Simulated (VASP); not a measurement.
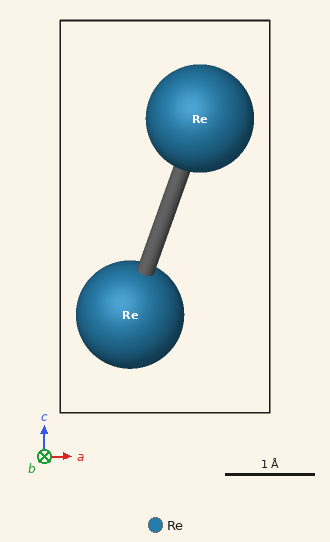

*The starting structure (ball-and-stick view of the cell of the calculation, along the b axis). An atom can appear more than once, as a periodic image.*

Near neighbours in the periodic cell (some may lie outside the picture): Re has 12 Re at 2.72 to 2.74 Å.

## Re: geometry relaxation

The run: geometry relaxation of Re (P6₃/mmc, 2 atoms in the cell). Method and program: Kohn-Sham DFT of a periodic cell, PBE with D3(BJ), VASP PAW PBE potentials, recommended, no spin polarisation (VASP 6.6.1).

The structure derives from an entry of the Crystallography Open Database.

### OSZICAR
```
N       E                     dE             d eps       ncg     rms          rms(c)
DAV:   1     0.353822529994E+02    0.35382E+02   -0.74592E+03  5245   0.173E+03
DAV:   2    -0.183800236332E+02   -0.53762E+02   -0.46124E+02  4547   0.329E+02
DAV:   3    -0.256917429188E+02   -0.73117E+01   -0.58731E+01  4916   0.291E+02
DAV:   4    -0.261312326907E+02   -0.43949E+00   -0.39580E+00  5416   0.349E+01
DAV:   5    -0.261494992302E+02   -0.18267E-01   -0.15339E-01  5153   0.386E+00    0.447E+01
DAV:   6    -0.251660957779E+02    0.98340E+00   -0.90417E-01  5527   0.305E+01    0.190E+01
DAV:   7    -0.248136328857E+02    0.35246E+00   -0.69334E-01  5646   0.256E+01    0.556E-01
DAV:   8    -0.248009911092E+02    0.12642E-01   -0.10524E-02  5839   0.124E+00    0.194E-01
DAV:   9    -0.248004041556E+02    0.58695E-03   -0.42777E-04  5539   0.208E-01    0.373E-02
DAV:  10    -0.248004184499E+02   -0.14294E-04   -0.46263E-05  5011   0.647E-02    0.499E-03
DAV:  11    -0.248004184329E+02    0.17007E-07   -0.77359E-07  4556   0.211E-02
   1 F= -.26144449E+02 E0= -.26144652E+02  d E =-.261444E+02
```

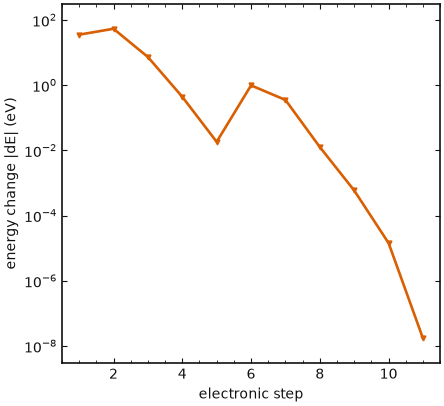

*Convergence of the self-consistent field: energy change |dE| against the electronic step.*

It takes 11 electronic steps. The density is held fixed in the first few steps, and dE rises again when its update begins.

### Parts of OUTCAR
```
EDIFF = 1E-7
   EDIFFG = -0.01
   ENCUT = 600
   GGA = PE
   IBRION = 2
   ISIF = 4
   ISMEAR = 1
   IVDW = 12
   LASPH = True
   LREAL = False
   NELM = 80
   NSW = 40
   PREC = Accurate
 IVDW          = 12
 VDW_S6        =  1.00000000  s6, scaling of the dipole-dipole dispersion
 VDW_S8        =  0.78750002  s8, scaling of the dipole-quadrupole dispersion
 VDW_A1        =  0.42890000  a1, scaling of the critical radii
 VDW_A2        =  4.44070005  a2, offset of the critical radii
 VDW_RADIUS    = 50.20216178  two-body interaction cutoff (in Angstroms)
 VDW_CNRADIUS  = 21.16708996  CN, coordination number cutoff (in Angstroms)

 ion  position               nearest neighbor table
   1  0.333  0.667  0.250-   2 2.72   2 2.72   2 2.72   2 2.72   2 2.72   2 2.72
   2  0.667  0.333  0.750-   1 2.72   1 2.72   1 2.72   1 2.72   1 2.72   1 2.72

  LATTYP: Found a hexagonal cell.
 ALAT       =     2.7353004857
 C/A-ratio  =     1.6203515016

  Lattice vectors:

 A1 = (   2.7353004857,   0.0000000000,   0.0000000000)
 A2 = (  -1.3676502429,   2.3688397077,   0.0000000000)
 A3 = (   0.0000000000,   0.0000000000,   4.4321482492)

Analysis of symmetry for initial positions (statically):
=====================================================================
 Subroutine PRICEL returns:
 Original cell was already a primitive cell.

 Routine SETGRP: Setting up the symmetry group for a
 hexagonal supercell.

 Subroutine GETGRP returns: Found 24 space group operations
 (whereof 12 operations were pure point group operations)
 out of a pool of 24 trial point group operations.

The static configuration has the point symmetry D_3d.
 The point group associated with its full space group is D_6h.

Analysis of symmetry for dynamics (positions and initial velocities):
=====================================================================
 Subroutine PRICEL returns:
 Original cell was already a primitive cell.

 Routine SETGRP: Setting up the symmetry group for a
 hexagonal supercell.

 Subroutine GETGRP returns: Found 24 space group operations
 (whereof 12 operations were pure point group operations)
 out of a pool of 24 trial point group operations.

The dynamic configuration has the point symmetry D_3d.
 The point group associated with its full space group is D_6h.

 Subroutine INISYM returns: Found 24 space group operations
 (whereof 12 operations are pure point group operations),
 and found     1 'primitive' translations

----------------------------------------------------------------------------------------

                                     Primitive cell

  volume of cell :      28.7181

  direct lattice vectors                    reciprocal lattice vectors
     2.735300486  0.000000000  0.000000000     0.365590547  0.211073801  0.000000000
    -1.367650243  2.368839708  0.000000000     0.000000000  0.422147601  0.000000000
     0.000000000  0.000000000  4.432148249     0.000000000  0.000000000  0.225624222

  length of vectors
     2.735300486  2.735300486  4.432148249     0.422147601  0.422147601  0.225624222

  position of ions in fractional coordinates (direct lattice)
     0.333333333  0.666666667  0.250000000
     0.666666667  0.333333333  0.750000000

  ion indices of the primitive-cell ions
   primitive index   ion index
                 1           1
                 2           2

----------------------------------------------------------------------------------------

 KPOINTS: k-points

Automatic generation of k-mesh.
 Grid dimensions read from file:
 generate k-points for:   15   15    8

 Generating k-lattice:

  Cartesian coordinates                     Fractional coordinates (reciprocal lattice)
     0.024372703  0.014071587  0.000000000     0.066666667  0.000000000  0.000000000
     0.000000000  0.028143173  0.000000000     0.000000000  0.066666667  0.000000000
     0.000000000  0.000000000  0.028203028     0.000000000  0.000000000  0.125000000

  Length of vectors
     0.028143173  0.028143173  0.028203028

  Shift w.r.t. Gamma in fractional coordinates (k-lattice)
     0.000000000  0.000000000  0.000000000

 Subroutine IBZKPT returns following result:
 ===========================================

 Found    135 irreducible k-points:

 Following reciprocal coordinates:
            Coordinates               Weight
  0.000000  0.000000  0.000000      1.000000
  0.066667 -0.000000  0.000000      6.000000
  0.133333  0.000000  0.000000      6.000000
  0.200000  0.000000  0.000000      6.000000
  0.266667  0.000000  0.000000      6.000000
  0.333333 -0.000000  0.000000      6.000000
  0.400000  0.000000  0.000000      6.000000
  0.466667 -0.000000  0.000000      6.000000
  0.066667  0.066667  0.000000      6.000000
  0.133333  0.066667  0.000000     12.000000
  0.200000  0.066667  0.000000     12.000000
  0.266667  0.066667  0.000000     12.000000
  0.333333  0.066667  0.000000     12.000000
  0.400000  0.066667  0.000000     12.000000
  0.466667  0.066667  0.000000      6.000000
  0.133333  0.133333  0.000000      6.000000
  0.200000  0.133333  0.000000     12.000000
  0.266667  0.133333  0.000000     12.000000
  0.333333  0.133333  0.000000     12.000000
  0.400000  0.133333  0.000000     12.000000
  0.200000  0.200000  0.000000      6.000000
  0.266667  0.200000  0.000000     12.000000
  0.333333  0.200000  0.000000     12.000000
  0.400000  0.200000  0.000000      6.000000
 [... further k-points ...]
   k-points           NKPTS =    135   k-points in BZ     NKDIM =    135   number of bands    NBANDS=     11
   number of dos      NEDOS =    301   number of ions     NIONS =      2
   total plane-waves  NPLWV =  20736
   dimension x,y,z NGX =    24 NGY =   24 NGZ =   36
   dimension x,y,z NGXF=    48 NGYF=   48 NGZF=   72
   ions per type =               2
   NGX,Y,Z   is equivalent  to a cutoff of  14.59, 14.59, 13.50 a.u.
   NGXF,Y,Z  is equivalent  to a cutoff of  29.17, 29.17, 27.01 a.u.
 SYSTEM =  unknown system
   PREC   = accura    normal or accurate (medium, high low for compatibility)
   ISTART =      0    job   : 0-new  1-cont  2-samecut
   ICHARG =      2    charge: 1-file 2-atom 10-const
   ISPIN  =      1    spin polarized calculation?
   LNONCOLLINEAR =      F non collinear calculations
   LSORBIT =      F    spin-orbit coupling
   LASPH  =      T    aspherical Exc in radial PAW
   ENCUT  =  600.0 eV  44.10 Ry    6.64 a.u.   5.46  5.46  8.85*2*pi/ulx,y,z
   NELM   =     80;   NELMIN=  2; NELMDL= -5     # of ELM steps
   EDIFF  = 0.1E-06   stopping-criterion for ELM
   LREAL  =      F    real-space projection
   EDIFFG = -.1E-01   stopping-criterion for IOM
   NSW    =     40    number of steps for IOM
   IBRION =      2    ionic relax: 0-MD 1-quasi-New 2-CG
   NFREE  =      1    steps in history (QN), initial steepest desc. (CG)
   ISIF   =      4    stress and relaxation
   ISYM   =      2    0-nonsym 1-usesym 2-fastsym
   POTIM  = 0.5000    time-step for ionic-motion
   TEBEG  =    0.0;   TEEND  =   0.0 temperature during run
   PSTRESS=    0.0 pullay stress
   NELECT =      14.0000    total number of electrons
   NUPDOWN=      -1.0000    fix difference up-down
   EMIN   =  10.00;   EMAX   =-10.00  energy-range for DOS
   EFERMI =   0.00;   METHOD = LEGACY
   ISMEAR =     1;   SIGMA  =   0.10  broadening in eV -4-tet -1-fermi 0-gaus
   EFERMI_NEDOS =   21; number of points for ismear=-14 and -15
   IALGO  =     38    algorithm
   IMIX   =      4    mixing-type and parameters
     AMIX     =   0.40;   BMIX     =  1.00
     AMIX_MAG =   1.60;   BMIX_MAG =  1.00
  volume/ion in A,a.u.               =      14.36        96.90
  Fermi-wavevector in a.u.,A,eV,Ry     =   1.288445  2.434808 22.586899  1.660090
  Thomas-Fermi vector in A             =   2.420398
   LORBIT       =      0    0 simple, 1 ext, 2 COOP (PROOUT), +10 PAW based schemes
   GGA     = PE    functional components
   LHFCALC =     F    Hartree Fock is set to
   AEXX    =    0.0000 exact exchange contribution
   IVDW    =    12    specifies the selected vdW correction
   LEPSILON=     F    determine dielectric tensor
   LRPA    =     F    only Hartree local field effects (RPA)
 conjugate gradient relaxation of ions
 non-spin polarized calculation
 Methfessel and Paxton  Order N= 1 SIGMA  =   0.10
  energy-cutoff  :      600.00
  volume of cell :       28.72
 maximum number of plane-waves:       989
 NGX is ok and might be reduce to    24
   NGX = 11   NGY = 11   NGZ = 17

 number of electron      14.0000001 magnetization

 Free energy of the ion-electron system (eV)
  ---------------------------------------------------
  ext. energy  EPLUGINS =         0.00000000
  ---------------------------------------------------
  free energy    TOTEN  =       -24.80041843 eV

  energy without entropy =      -24.80102707  energy(sigma->0) =      -24.80062131

 E-fermi :   8.1631     XC(G=0): -13.8664     alpha+bet :-15.0727

 val. band max:        8.1517719266   @ k =   0.3333   0.1333   0.3750
 cond. band min:       8.1865600301   @ k =   0.1333   0.0667   0.0000
 fundamental gap:      0.0347881035
 Fermi energy:         8.1630558765

 k-point     1 :       0.0000    0.0000    0.0000
  band No.  band energies     occupation
      1      -1.8442      2.00000
      2       1.3812      2.00000
      3       6.5045      2.00000
      4       6.5519      2.00000
      5       6.5519      2.00000
      6       7.4121      2.00000
      7       7.4121      2.00000
      8       8.4087     -0.00281
      9       8.4087     -0.00281
     10       8.8224     -0.00000
     11      11.6675      0.00000

 k-point     2 :       0.0667   -0.0000    0.0000
  band No.  band energies     occupation
      1      -1.6562      2.00000
      2       1.5588      2.00000
      3       6.0742      2.00000
      4       6.7251      2.00000
      5       6.9178      2.00000
      6       7.2778      2.00000
      7       7.5762      2.00000
      8       7.9691      2.01933
      9       8.2615     -0.04677
     10       8.4446     -0.00050
     11      11.7679      0.00000

 k-point     3 :       0.1333    0.0000    0.0000
  band No.  band energies     occupation
      1      -1.1165      2.00000
      2       2.0393      2.00000
      3       5.5411      2.00000
      4       6.7501      2.00000
      5       6.8726      2.00000
      6       7.2361      2.00000
      7       7.4387      2.00000
      8       7.8940      2.00095
      9       8.0582      2.05892
     10       8.1480      1.25097
     11      11.9990      0.00000

 k-point     4 :       0.2000    0.0000    0.0000
  band No.  band energies     occupation
      1      -0.3040      2.00000
      2       2.6074      2.00000
      3       5.1197      2.00000
      4       5.5316      2.00000
      5       6.4792      2.00000
      6       7.4386      2.00000
      7       7.7945      2.00000
      8       8.0570      2.06070
      9       8.1036      1.83522
     10       8.8252     -0.00000
     11      12.2488      0.00000

 k-point     5 :       0.2667    0.0000    0.0000
  band No.  band energies     occupation
      1       0.6299      2.00000
      2       2.8102      2.00000
      3       4.4785      2.00000
      4       5.1425      2.00000
      5       6.3340      2.00000
      6       6.9942      2.00000
      7       7.4310      2.00000
      8       9.0422     -0.00000
      9       9.1330     -0.00000
     10       9.8154     -0.00000
     11      12.4508      0.00000

 [... the levels of 18 k-points are left out ...]

 k-point    24 :       0.4000    0.2000    0.0000
  band No.  band energies     occupation
      1       2.8081      2.00000
      2       3.2533      2.00000
      3       3.2829      2.00000
      4       5.4303      2.00000
      5       5.8574      2.00000
      6       6.4414      2.00000
      7       7.8336      2.00003
      8      11.2588      0.00000
      9      12.0107      0.00000
     10      12.0196      0.00000
     11      15.0947      0.00000

 [... further k-points ...]

------------------------ aborting loop because EDIFF is reached ----------------------------------------

 Edisp (eV)   -1.34403

 E8    (eV) :    -0.6769

  FORCE on cell =-STRESS in cart. coord.  units (eV):
  Direction    XX          YY          ZZ          XY          YZ          ZX
  --------------------------------------------------------------------------------------
  -------------------------------------------------------------------------------------
  Total       1.49514     1.49514     1.50125    -0.00000     0.00000    -0.00000
  in kB      83.41397    83.41397    83.75458    -0.00000     0.00000    -0.00000
  external pressure =       83.53 kB  Pullay stress =        0.00 kB

 VOLUME and BASIS-vectors are now :
 -----------------------------------------------------------------------------
  energy-cutoff  :      600.00
  volume of cell :       28.72
      direct lattice vectors                 reciprocal lattice vectors
     2.735300486  0.000000000  0.000000000     0.365590547  0.211073801  0.000000000
    -1.367650243  2.368839708  0.000000000     0.000000000  0.422147601  0.000000000
     0.000000000  0.000000000  4.432148249     0.000000000  0.000000000  0.225624222

 POSITION                                       TOTAL-FORCE (eV/Angst)
 -----------------------------------------------------------------------------------
     -0.00000      1.57923      1.10804         0.000000     -0.000000      0.000000
      1.36765      0.78961      3.32411        -0.000000      0.000000      0.000000
 -----------------------------------------------------------------------------------
    total drift:                                0.000000     -0.000000     -0.000000

  FREE ENERGIE OF THE ION-ELECTRON SYSTEM (eV)
  ---------------------------------------------------
  free  energy   TOTEN  =       -26.1444490015 eV

  energy  without entropy=      -26.1450576378  energy(sigma->0) =      -26.14465188

 reached required accuracy - stopping structural energy minimisation
```

### CONTCAR
```
Re
   1.00000000000000
     2.7353004856999998    0.0000000000000000    0.0000000000000000
    -1.3676502428999999    2.3688397076999999    0.0000000000000000
     0.0000000000000000    0.0000000000000000    4.4321482491999999
  Re
     2
Direct
     0.3333333332999970    0.6666666667000030    0.2500000000000000
     0.6666666667000030    0.3333333332999970    0.7500000000000000

  0.00000000E+00  0.00000000E+00  0.00000000E+00
  0.00000000E+00  0.00000000E+00  0.00000000E+00
```

This output came from the following input.

### INCAR
```
ALGO = Normal
EDIFF = 1E-7
EDIFFG = -0.01
ENCUT = 600
GGA = PE
IBRION = 2
ISIF = 4
ISMEAR = 1
IVDW = 12
LASPH = True
LCHARG = False
LREAL = False
LWAVE = False
NELM = 80
NSW = 40
PREC = Accurate
SIGMA = 0.1
```

### KPOINTS
```
k-points
0
Gamma
  15 15 8
```

### POSCAR
```
Re                                      
1.0
    2.7353004857      0.0000000000      0.0000000000
   -1.3676502429      2.3688397077      0.0000000000
    0.0000000000      0.0000000000      4.4321482492
  Re            
     2
Direct
     0.3333333332999970    0.6666666667000030    0.2500000000000000
     0.6666666667000030    0.3333333332999970    0.7500000000000000
```

Launch command:
```bash
cat potpaw_PBE.64/Re/POTCAR > POTCAR
mpirun -np 1 vasp_std > vasp.out
```

### Key numbers

```json
{"quantity": "outcome", "value": "converged"}
{"quantity": "space group (tolerance 0.01 Å)", "value": "P6₃/mmc (194)"}
{"quantity": "electrons treated", "value": "14"}
{"quantity": "free energy", "value": "−26.1444 eV"}
{"quantity": "dispersion energy", "value": "−1.3440 eV"}
{"quantity": "gap on the k-point mesh", "value": "none (metallic)"}
{"quantity": "pressure", "value": "8.35 GPa"}
{"quantity": "final volume", "value": "28.72 Å³"}
{"quantity": "largest force (length of the vector)", "value": "under 0.001 eV/Å"}
{"quantity": "hardware", "value": "1 thread of Intel Xeon (Granite Rapids), 64 GiB of memory available, shared host"}
{"quantity": "wall time", "value": "25 s"}
{"quantity": "peak memory", "value": "0.2 GiB"}
```

Spin–orbit coupling is left out, which matters for Re. The cell is under a pressure of 8.4 GPa at this level, so it is not at its equilibrium volume.
